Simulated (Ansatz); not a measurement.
## Geometry relaxation of Ge

- system: Ge (Cmmm, 1 atom in the cell)
- method: DFT PBEsol, scalar-relativistic, plane waves, PAW, no spin polarisation (Ansatz 0.2.0)

The structure derives from a Materials Project entry.

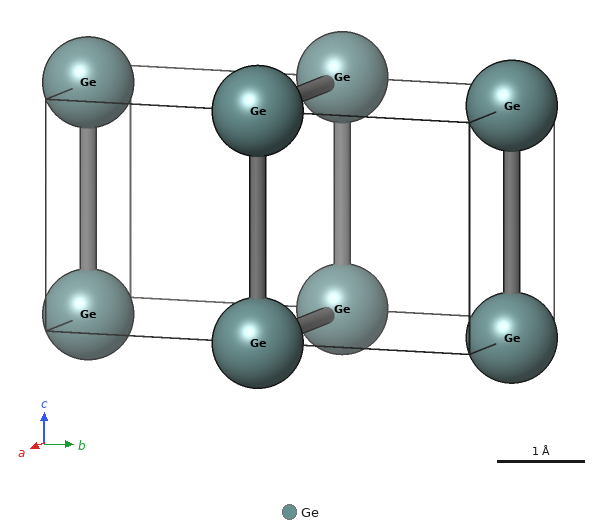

**Figure 1.** The structure as given in the input (ball-and-stick view of the cell 2 times as large as that of the calculation, set on its symmetry axes, seen slightly off an axis).

The input:
```yaml
crystal:
  lattice:
    - [1.397149, -2.600516, 0.0]
    - [1.397149, 2.600516, 0.0]
    - [0.0, 0.0, 2.698231]
  atoms:
    - { symbol: Ge, position: [0.5, 0.5, 0.0] }
basis:
  ecutwfc: 420
kpoints:
  mp_grid: { grid: [16, 16, 16] }
hamiltonian:
  xc: pbesol
scf:
  occupations: { method: gaussian, width: 0.1 }
output:
  forces: true
  stress: true
  eigenvalues: true
  write_density: true
  write_potential: true
  elf: true
  volumetric_format: npy
relax:
  adjacent_minimum: "off"
  f_tol: 0.005
  max_steps: 80
  cell: { stress_tol: 0.05 }
```

Machine: 1 thread of Oxide Virtual Turin-like (Zen 5), 32 GiB of memory available, shared host.

Launched with:
```bash
ansatz run input.yaml --threads 1 --pin off --max-ram 2560MiB --backend cpu --events-out ev --progress --plain --runs-dir out
```

The program's output:
```
Engine: ansatz 0.2.0, x86_64-unknown-linux-gnu
Pseudopotentials: kind: paw
Pseudopotential: Ge, paw, valence charge 14, recommended cutoff 420 eV (normal), Ge.paw.azcp
Functional definition: PBEsol
  exchange = pbesol_x
  correlation = pbesol_c
Crystal: 1 atoms, lattice volume = 19.607 Å³
Basis set: ecut = 420 eV, 397 PW (Γ), exchange–correlation on 40×40×40 points (8 copies of the dense FFT grid, shifted against one another)
Bands: 11, of which v1, the nominal top of the filled ones, is band 7 counted from 1 (6 counted from 0)
Symmetry: 8 space group operations
Space group: Cmmm (ITA 65), of the structure as read, at distance tolerance 2.7e-5 Å
k-points: 657 of 4096
Non-local potential: Ge, projectors of the file, l = 0: 2, l = 1: 2, l = 2: 3, l = 3: 1
PAW form: soft (Blöchl's): semilocal exchange-correlation on the pseudo side does not see the compensation charge
PAW frozen core: Ge, regenerated for the run's functional, and the local potential with it (the file was generated under x = pbe(κ = 0.804, μ = 0.2195149727645171), c = pbe(β = 0.06672455060314922))
PAW one-centre angular grid: Ge, 590 points (default); XC on 64 Gauss nodes
Initial density: superposition of atomic densities (neutral atoms: chi_scale 0, normalization atom), corrected by the library's trained network
Initial wavefunctions: pseudopotential atomic-orbital guess
Functional: x = pbesol(κ = 0.804, μ = 0.12345679012345678), c = pbesol(β = 0.046)
SCF iter   1: F=—  HF=-4253.297311 eV  |F-HF|=—  |Δ(HF+E_count)|=         —  Δρ=2.00e-3  dr2=4.26e-4  ethr=1.77e-3  ⟨swp⟩=5.1  Hψ=41505  notcnv=0
preconditioner: auto → none  [metal: Δε(μ)=0.005 eV  Ē_g=26.885 eV  σ=0.100 eV  W_gap=0.03  n_scr=8 (ndim 8)  ℏωp=31.4 eV  f_vac=0.000  D(μ)=0.42/eV (n_scr^D=0)  sad-step TF]
SCF iter   2: F=—  HF=-4253.296877 eV  |F-HF|=—  |Δ(HF+E_count)|=   4.34e-4  Δρ=1.02e-3  dr2=1.54e-4  ethr=3.05e-6  ⟨swp⟩=2.0  Hψ=16274  notcnv=0
SCF iter   3: F=—  HF=-4253.296873 eV  |F-HF|=—  |Δ(HF+E_count)|=   4.35e-6  Δρ=3.24e-4  dr2=1.52e-5  ethr=1.10e-6  ⟨swp⟩=1.0  Hψ=7163  notcnv=0
SCF iter   4: F=—  HF=-4253.296863 eV  |F-HF|=—  |Δ(HF+E_count)|=   9.90e-6  Δρ=3.89e-5  dr2=1.14e-7  ethr=1.09e-7  ⟨swp⟩=2.0  Hψ=11559  notcnv=0
iter 5 did not close the SCF: its close was put off for the readings that it lacked (scf_convergence_deferred on its scf_iter line)
SCF iter   5: F=-4253.296863 eV  HF=-4253.296863 eV  |F-HF|=1.18e-8  |Δ(HF+E_count)|=   7.11e-8  Δρ=8.27e-6  dr2=7.34e-9  ethr=8.17e-10  ⟨swp⟩=2.0  Hψ=11756  notcnv=0
SCF iter   6: F=-4253.296863 eV  HF=-4253.296863 eV  |F-HF|=2.56e-10  |Δ(HF+E_count)|=   4.19e-9  Δρ=7.90e-7  dr2=1.16e-10  ethr=5.25e-11  ⟨swp⟩=4.3  Hψ=33599  notcnv=0
SCF 1 converged in 6 iterations: F = -4253.296863 eV  dr2 = 1.16e-10
  greatest PAW one-centre occupation: 0.998 electrons in one spin orbital (limit 2), on the Ge atom at site 0 (counted from 0), in its partial waves of l = 2
relax step   1: F+E_penalty+E_count = -4253.29686296 eV  Δ(F+E_penalty+E_count) = +0.000e0 eV  max|allowed force component| = 0.000e0 eV/Å  Δτ_max = 0.0000 Å  P = -4.191 GPa  Ω = 19.607 Å³  (6 SCF iters, dr2 threshold 1.00e-7 eV, accepted)
Crystal: 1 atoms, lattice volume = 17.963 Å³
Basis set: ecut = 420 eV, 357 PW (Γ), exchange–correlation on 40×40×40 points (8 copies of the dense FFT grid, shifted against one another)
Initial density: handed on by an earlier stage of this run
Initial wavefunctions: those handed on with the density
iter 1 solved again at ethr=4.70e-6 eV; its pass at ethr=3.10e-3 eV (dr2=6.58e-4 eV) is discarded
SCF iter   1: F=—  HF=-4253.311219 eV  |F-HF|=—  |Δ(HF+E_count)|=         —  Δρ=2.44e-3  dr2=6.68e-4  ethr=4.70e-6  ⟨swp⟩=1.2  Hψ=57582  notcnv=0
preconditioner: auto → none  [metal: Δε(μ)=0.014 eV  Ē_g=27.425 eV  σ=0.100 eV  W_gap=0.08  n_scr=4 (ndim 8)  ℏωp=32.8 eV  f_vac=0.000  D(μ)=0.38/eV (n_scr^D=0)]
SCF iter   2: F=—  HF=-4253.311360 eV  |F-HF|=—  |Δ(HF+E_count)|=   1.40e-4  Δρ=1.23e-3  dr2=1.50e-4  ethr=4.70e-6  ⟨swp⟩=1.0  Hψ=7227  notcnv=0
SCF iter   3: F=—  HF=-4253.311428 eV  |F-HF|=—  |Δ(HF+E_count)|=   6.87e-5  Δρ=9.75e-5  dr2=1.25e-6  ethr=1.07e-6  ⟨swp⟩=2.0  Hψ=11368  notcnv=0
SCF iter   4: F=—  HF=-4253.311421 eV  |F-HF|=—  |Δ(HF+E_count)|=   7.66e-6  Δρ=3.83e-5  dr2=1.36e-7  ethr=7.14e-10  ⟨swp⟩=8.2  Hψ=56733  notcnv=0
SCF iter   5: F=-4253.311420 eV  HF=-4253.311420 eV  |F-HF|=1.94e-10  |Δ(HF+E_count)|=   4.22e-8  Δρ=5.15e-6  dr2=1.84e-9  ethr=7.14e-10  ⟨swp⟩=7.7  Hψ=40086  notcnv=0
SCF 2 converged in 5 iterations: F = -4253.311420 eV  dr2 = 1.84e-9
relax step   2: F+E_penalty+E_count = -4253.31142046 eV  Δ(F+E_penalty+E_count) = -1.456e-2 eV  max|allowed force component| = 0.000e0 eV/Å  Δτ_max = 0.0000 Å  P = +2.045 GPa  Ω = 17.963 Å³  energy of the carried Pulay correction = +3.074e-4 eV  (5 SCF iters, dr2 threshold 1.00e-7 eV, accepted)
Crystal: 1 atoms, lattice volume = 18.472 Å³
Basis set: ecut = 420 eV, 365 PW (Γ), exchange–correlation on 40×40×40 points (8 copies of the dense FFT grid, shifted against one another)
iter 1 solved again at ethr=5.38e-7 eV; its pass at ethr=3.10e-3 eV (dr2=7.53e-5 eV) is discarded
SCF iter   1: F=—  HF=-4253.314615 eV  |F-HF|=—  |Δ(HF+E_count)|=         —  Δρ=7.75e-4  dr2=7.99e-5  ethr=5.38e-7  ⟨swp⟩=2.0  Hψ=56742  notcnv=0
preconditioner: auto → none  [metal: Δε(μ)=0.005 eV  Ē_g=27.286 eV  σ=0.100 eV  W_gap=0.03  n_scr=8 (ndim 8)  ℏωp=32.3 eV  f_vac=0.000  D(μ)=0.36/eV (n_scr^D=0)]
SCF iter   2: F=—  HF=-4253.314619 eV  |F-HF|=—  |Δ(HF+E_count)|=   4.41e-6  Δρ=3.85e-4  dr2=1.63e-5  ethr=5.38e-7  ⟨swp⟩=1.0  Hψ=7227  notcnv=0
SCF iter   3: F=—  HF=-4253.314627 eV  |F-HF|=—  |Δ(HF+E_count)|=   7.54e-6  Δρ=3.13e-5  dr2=1.30e-7  ethr=1.16e-7  ⟨swp⟩=2.0  Hψ=11388  notcnv=0
SCF iter   4: F=-4253.314627 eV  HF=-4253.314627 eV  |F-HF|=4.10e-8  |Δ(HF+E_count)|=   9.25e-8  Δρ=1.64e-5  dr2=2.42e-8  ethr=7.14e-10  ⟨swp⟩=8.0  Hψ=48293  notcnv=0
SCF 3 converged in 4 iterations: F = -4253.314627 eV  dr2 = 2.42e-8
relax step   3: F+E_penalty+E_count = -4253.31462674 eV  Δ(F+E_penalty+E_count) = -3.206e-3 eV  max|allowed force component| = 0.000e0 eV/Å  Δτ_max = 0.0000 Å  P = -0.235 GPa  Ω = 18.472 Å³  energy of the carried Pulay correction = +2.075e-4 eV  (4 SCF iters, dr2 threshold 1.00e-7 eV, accepted)
Crystal: 1 atoms, lattice volume = 18.412 Å³
iter 1 solved again at ethr=2.69e-8 eV; its pass at ethr=3.10e-3 eV (dr2=3.76e-6 eV) is discarded
SCF iter   1: F=—  HF=-4253.314727 eV  |F-HF|=—  |Δ(HF+E_count)|=         —  Δρ=1.68e-4  dr2=4.94e-6  ethr=2.69e-8  ⟨swp⟩=2.0  Hψ=53184  notcnv=0
preconditioner: auto → none  [metal: Δε(μ)=0.011 eV  Ē_g=27.298 eV  σ=0.100 eV  W_gap=0.06  n_scr=8 (ndim 8)  ℏωp=32.4 eV  f_vac=0.000  D(μ)=0.37/eV (n_scr^D=0)]
SCF iter   2: F=—  HF=-4253.314718 eV  |F-HF|=—  |Δ(HF+E_count)|=   9.12e-6  Δρ=7.06e-5  dr2=7.29e-7  ethr=2.69e-8  ⟨swp⟩=1.7  Hψ=8108  notcnv=0
SCF iter   3: F=-4253.314717 eV  HF=-4253.314717 eV  |F-HF|=2.68e-8  |Δ(HF+E_count)|=   3.85e-8  Δρ=1.06e-5  dr2=1.42e-8  ethr=7.14e-10  ⟨swp⟩=5.1  Hψ=37136  notcnv=0
SCF 4 converged in 3 iterations: F = -4253.314717 eV  dr2 = 1.42e-8
relax step   4: F+E_penalty+E_count = -4253.31471746 eV  Δ(F+E_penalty+E_count) = -9.072e-5 eV  max|allowed force component| = 0.000e0 eV/Å  Δτ_max = 0.0000 Å  P = +0.017 GPa  Ω = 18.412 Å³  energy of the carried Pulay correction = +2.182e-4 eV  (3 SCF iters, dr2 threshold 1.00e-7 eV, accepted)
Basis set: ecut = 420 eV, 365 PW (Γ), exchange–correlation on 40×40×36 points (8 copies of the dense FFT grid, shifted against one another)
Initial wavefunctions: pseudopotential atomic-orbital guess (no wavefunctions were taken with the density)
iter 1 solved again at ethr=6.48e-9 eV; its pass at ethr=3.10e-3 eV (dr2=9.07e-7 eV) is discarded
SCF iter   1: F=—  HF=-4253.314473 eV  |F-HF|=—  |Δ(HF+E_count)|=         —  Δρ=4.14e-5  dr2=1.08e-7  ethr=6.48e-9  ⟨swp⟩=3.0  Hψ=58346  notcnv=0
preconditioner: auto → none  [metal: Δε(μ)=0.010 eV  Ē_g=27.299 eV  σ=0.100 eV  W_gap=0.06  n_scr=8 (ndim 8)  ℏωp=32.4 eV  f_vac=0.000  D(μ)=0.37/eV (n_scr^D=0)]
SCF iter   2: F=—  HF=-4253.314478 eV  |F-HF|=—  |Δ(HF+E_count)|=   5.28e-6  Δρ=3.34e-5  dr2=9.22e-8  ethr=7.68e-10  ⟨swp⟩=2.0  Hψ=11089  notcnv=0
SCF iter   3: F=—  HF=-4253.314478 eV  |F-HF|=—  |Δ(HF+E_count)|=   1.97e-8  Δρ=5.21e-6  dr2=1.66e-9  ethr=6.58e-10  ⟨swp⟩=2.9  Hψ=11526  notcnv=0
SCF iter   4: F=—  HF=-4253.314478 eV  |F-HF|=—  |Δ(HF+E_count)|=   1.97e-9  Δρ=1.26e-6  dr2=1.43e-10  ethr=1.19e-11  ⟨swp⟩=2.0  Hψ=11840  notcnv=0
SCF iter   5: F=-4253.314478 eV  HF=-4253.314478 eV  |F-HF|=9.09e-13  |Δ(HF+E_count)|=  8.19e-12  Δρ=3.97e-8  dr2=2.03e-13  ethr=1.00e-12  ⟨swp⟩=3.1  Hψ=27697  notcnv=0
SCF 5 converged in 5 iterations: F = -4253.314478 eV  dr2 = 2.03e-13
relax step   5: F+E_penalty+E_count = -4253.31447838 eV  Δ(F+E_penalty+E_count) = +2.391e-4 eV  max|allowed force component| = 0.000e0 eV/Å  Δτ_max = 0.0000 Å  P = +0.024 GPa  Ω = 18.412 Å³  stress off target by 4.96e-2 GPa  SCF on the basis re-selected at this cell (its energy is not comparable with the rows above)  (5 SCF iters)
```

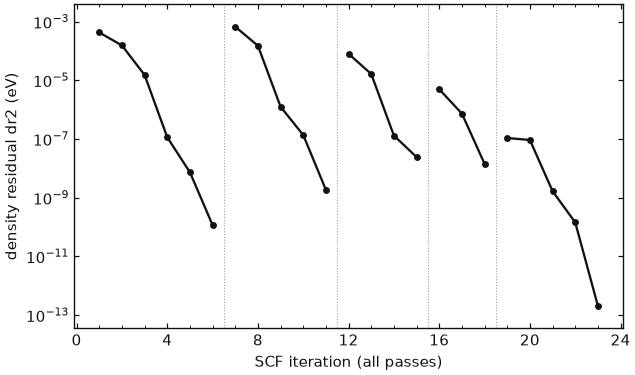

**Figure 2.** Convergence of the self-consistent field: density residual dr2 against the SCF iteration. The dotted lines part the SCF passes of the relaxation: geometry steps, rejected trials and re-solves on a re-selected basis. The 5 passes take 3 to 6 iterations each, 23 in all.

```
basis re-selected at this cell: Δ(F+E_penalty+E_count) = +2.391e-4 eV, ΔP = +0.007 GPa vs the last step (what re-selecting the basis moved, of the pressure what is left beyond the Pulay correction that the steps carried, after the strain that the cell walked since its last selection, with what the two solves' SCF thresholds leave and, on support functions, any second-order correction that the steps lacked; it is no measure of the basis error at this ecutwfc). The dense FFT grid was sized anew with the basis: this SCF ran on 20×20×18 points, the steps before it on 20×20×20, so part of this shift can come from that change (see relax.cell in the input reference). This SCF's stress stands 4.96e-2 GPa from its target on what of the cell is left free (relax.cell.stress_tol is 5.00e-2 GPa) and its largest allowed force component is 0.00e0 eV/Å (relax.f_tol is 5.00e-3 eV/Å): within both
SCF converged after 5 iterations
Free energy (F): -4253.314478 eV
Harris-Foulkes:  -4253.314478 eV  (|F-HF|=9.09e-13)
Internal energy: -4253.312627 eV  (E = F + TS)
E sigma→0 (E₀):  -4253.313553 eV
Entropy (-TS):   -0.001851 eV (-1.851 meV/atom)
Fermi energy:    11.182977 eV
--- Per-component energies (eV) ---
  E_band       = -111.371440
  E_kinetic    = 111.154216
  E_local      = -2139.251102  (includes V_loc(G=0)·N_el)
  E_nonlocal   = 417.920820
  E_hartree    = 936.398626
  E_xc         = -75.302876
  E_vxc        = -65.092148  (∫ρ·V_xc dr)
  E_paw        = -1976.757201  (= ΣΔE_a)
  E_vpaw       = -308.900834  (= ΣTr[D̂ρ^β])
  E_aug_tail   = 0.000354  (compensation charges beyond the density's cutoff)
  E_ewald      = -1528.393402
  E_core_change = 0.917936  (= ΣΔE_core)
  E_smearing   = -0.001851  (= −TS)
  E_closure    = -0.000000  (closes the sum)
  Σ components = -4253.314478   (vs F -4253.314478, Δ=0.00e0)
--- Forces (eV/Å), atoms counted from 1 ---
  atom   1  Ge    -0.00000000     0.00000000     0.00000000
  max |Σ_I F_I| component: 6.31e-30 eV/Å
--- Stress (GPa, compression-positive) ---
        0.049566      -0.000000       0.000000
       -0.000000       0.004123      -0.000000
        0.000000      -0.000000       0.018829
  P = ⅓ Tr σ = 0.0242 GPa (0.242 kbar)
--- Band table (eV; the first three rows and the last of 657) ---
  k-point 0: bands = ["-13.5969", "-13.5099", "-13.4673", "-13.3362", "-13.3237", "-2.2221", "18.1606", "19.0432", "20.1327", "21.5615", "24.4177"]
  k-point 1: bands = ["-13.5880", "-13.5094", "-13.4669", "-13.3393", "-13.3267", "-2.1408", "16.8680", "19.1230", "20.2128", "22.8050", "24.5517"]
  k-point 2: bands = ["-13.5628", "-13.5077", "-13.4657", "-13.3482", "-13.3353", "-1.8971", "14.7346", "19.3591", "20.4499", "24.2302", "25.2452"]
  k-point 656: bands = ["-13.5309", "-13.5010", "-13.4184", "-13.3474", "-13.2550", "6.9387", "8.6131", "8.8825", "14.3227", "19.3827", "24.7285"]
--- Relaxed structure (4 steps of the walk, 4 accepted, 1 SCFs on fresh bases) ---
  F+E_penalty+E_count = -4253.31447838 eV   max|allowed force component| = 0.000e0 eV/Å   (the final SCF, on the basis selected at the relaxed cell)
  cell:  # Å, volume = 18.4118 Å³
    - [1.3826056148675196, -2.5195012411360933, 0.0]
    - [1.3826056148675196, 2.5195012411360933, 0.0]
    - [0.0, 0.0, 2.6427277822080817]
  atoms:
    - { symbol: Ge, position: [0.5, 0.5, 0.0] }
```

Trajectory as extended XYZ (Å, eV, eV/Å), 5 frames, from step=1 to step=5:
```
1
Lattice="1.3971 -2.6005 0.0000 1.3971 2.6005 0.0000 0.0000 0.0000 2.6982" Properties=species:S:1:pos:R:3:forces:R:3 step=1 energy=-4253.29686 pressure_GPa=-4.19
Ge    1.3971    0.0000    0.0000    0.0000   0.0000   0.0000
1
Lattice="1.3693 -2.4867 0.0000 1.3693 2.4867 0.0000 0.0000 0.0000 2.6376" Properties=species:S:1:pos:R:3:forces:R:3 step=2 energy=-4253.31142 pressure_GPa=2.04
Ge    1.3693    0.0000    0.0000    0.0000   0.0000   0.0000
1
Lattice="1.3817 -2.5240 0.0000 1.3817 2.5240 0.0000 0.0000 0.0000 2.6482" Properties=species:S:1:pos:R:3:forces:R:3 step=3 energy=-4253.31463 pressure_GPa=-0.23
Ge    1.3817    0.0000    0.0000    0.0000   0.0000   0.0000
1
Lattice="1.3826 -2.5195 0.0000 1.3826 2.5195 0.0000 0.0000 0.0000 2.6427" Properties=species:S:1:pos:R:3:forces:R:3 step=4 energy=-4253.31472 pressure_GPa=0.02
Ge    1.3826    0.0000    0.0000    0.0000   0.0000   0.0000
1
Lattice="1.3826 -2.5195 0.0000 1.3826 2.5195 0.0000 0.0000 0.0000 2.6427" Properties=species:S:1:pos:R:3:forces:R:3 step=5 energy=-4253.31448 pressure_GPa=0.02
Ge    1.3826    0.0000    0.0000    0.0000   0.0000   0.0000
```

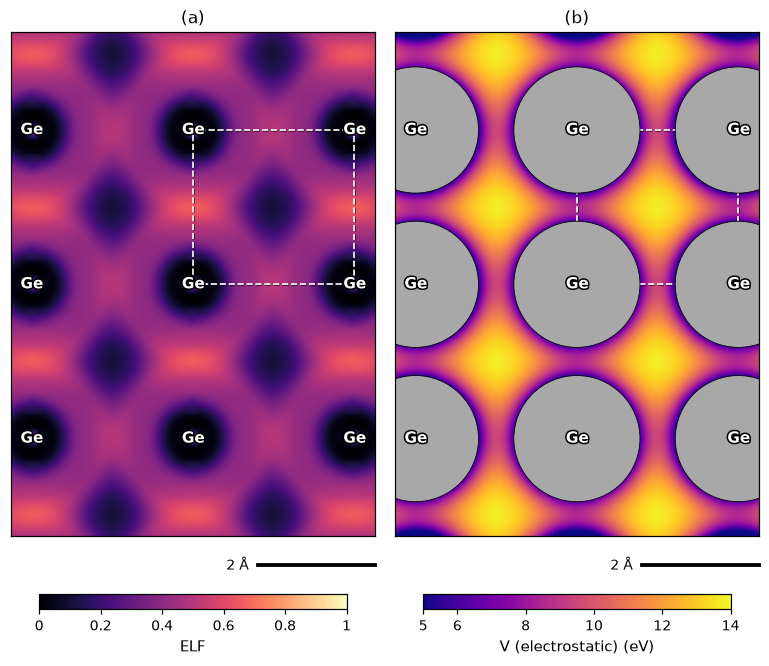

**Figure 3.** (a) ELF; (b) electrostatic potential energy of an electron on the (010) plane of the conventional cell. Grey discs, where drawn, cover atomic cores. Ge–Ge (2.64 Å): the ELF peaks at about 0.65 between the atoms. Ge–Ge (2.77 Å): the ELF is about 0.50 at the midpoint, as expected for nearly free electrons, as in a simple metal. Outside the cores the potential energy rises away from the atoms and is highest about 1.9 Å from the nearest atoms; outside the discs it spans about 8 eV, and its zero is arbitrary. In a PAW calculation such maps are meaningful between the atoms, not at the nuclei.

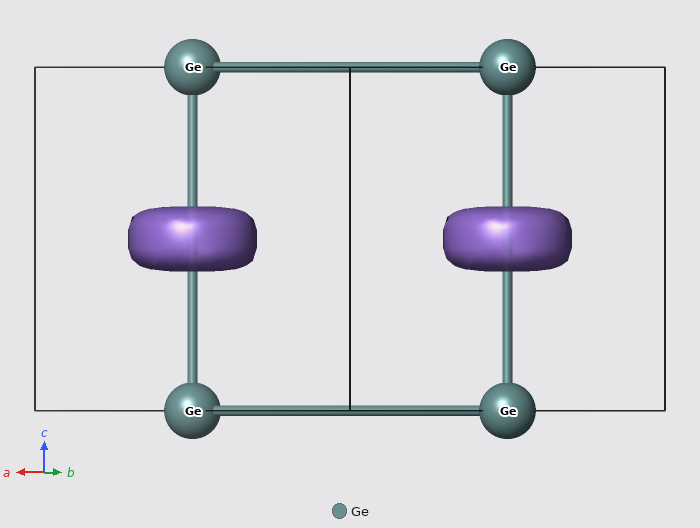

**Figure 4.** Isosurface of the electron localisation function at 0.55 (purple), seen along [110]. Only the valence region is drawn (cores and ρ < 0.01 e/Å³ removed). Sticks mark near contacts. The outline is the cell set on symmetry axes. The ELF exceeds this value in two regions between bonded Ge–Ge atoms (shared pairs), counted in one cell of 2 atoms. Along the contacts the grid gives the following. Ge–Ge (2.64 Å): the ELF peaks at about 0.65 between the atoms. Ge–Ge (2.77 Å): the ELF is about 0.50 at the midpoint, which marks nearly free electrons, as in a simple metal.

Summary:

- outcome: converged
- space group (tolerance 0.01 Å): Cmmm (65)
- electrons treated: 14
- free energy: −4253.3145 eV
- Fermi energy: 11.183 eV
- gap on the k-point mesh: none (metallic)
- pressure: 0.02 GPa
- final volume: 18.41 Å³
- largest force (length of the vector) at the end: under 0.001 eV/Å
- final cell: a = 2.874 Å, b = 2.874 Å, c = 2.643 Å, α = 90.00°, β = 90.00°, γ = 122.49°
- wall time: 65 s
- peak memory: 0.5 GiB
